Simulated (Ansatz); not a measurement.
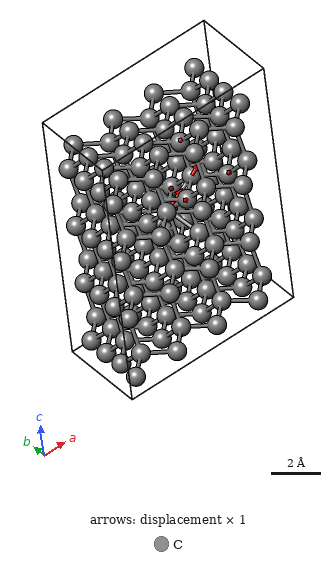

This is a relaxation of a defect cell of composition C129. The starting structure is drawn; red arrows show the displacements, at their true length.

A ball-and-stick model of the cell of the calculation (origin shifted), seen slightly off an axis.

Level of theory: Ansatz 0.2.0, DFT, PBEsol, PAW, plane waves. Set-up: plane-wave cutoff 420 eV; k-point mesh 1 × 1 × 1; mesh shifted by (0.25, 0.25, 0.25); no spin polarisation; atoms relaxed in a fixed cell; force threshold 0.03 eV/Å; at most 80 steps.

Question: What did the optimiser do to the structure, and how much energy did it gain?

Answer: The energy falls by 15.661 eV per cell of the calculation in 13 geometry steps. Largest force component: 6.5 eV/Å at the start, 0.019 eV/Å at the end. The largest move is that of a C atom, 1.11 Å along [1 −1 1]. The lattice vectors keep their values. Near-neighbour distances that change, for instance: C–C 1.781 → 2.952 Å, C–C 1.533 → 2.445 Å, C–C 1.521 → 2.186 Å, C–C 1.553 → 2.187 Å. Bonds break: C–C (1.52 → 2.19 Å), C–C (1.53 → 2.45 Å), C–C (1.54 → 2.45 Å), C–C (1.78 → 2.95 Å). Bond angles that change, for instance: C–C–C 178.9° → 117.6°, C–C–C 177.1° → 117.3°, C–C–C 55.3° → 109.0°. The run took 31 s on 1 × NVIDIA GB300 with 8 threads of Arm Neoverse-V2, peak memory 2 GiB.
